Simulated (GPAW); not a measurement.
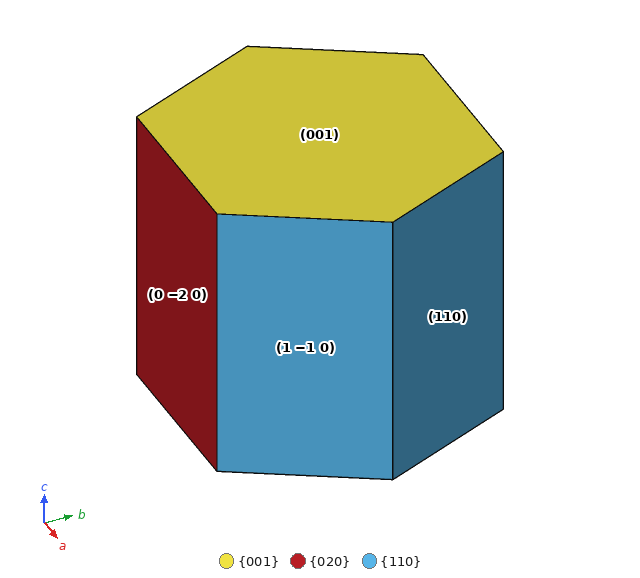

Ge, space group Cmmm (No. 65), a = 2.794 Å, b = 5.201 Å, c = 2.698 Å, α = 90.00°, β = 90.00°, γ = 90.00°. The shape was computed with the Donnay–Harker form of the Bravais–Friedel law: planes with larger spacing d grow more slowly and so show as larger faces; centring, glide planes and screw axes halve or divide d. Origin: a cell listed in the Materials Project, as set up for an electronic-structure calculation. Forms under 0.4 % of the area are left out.

Question: How many faces does the whole crystal have, by form?

Answer: 8 faces: 4 of {110}, 2 of {001} and 2 of {020}.

Question: Describe the habit.

Answer: It is roughly equant (blocky). Widths along a, b and c stand as 1.00 : 0.83 : 0.80.
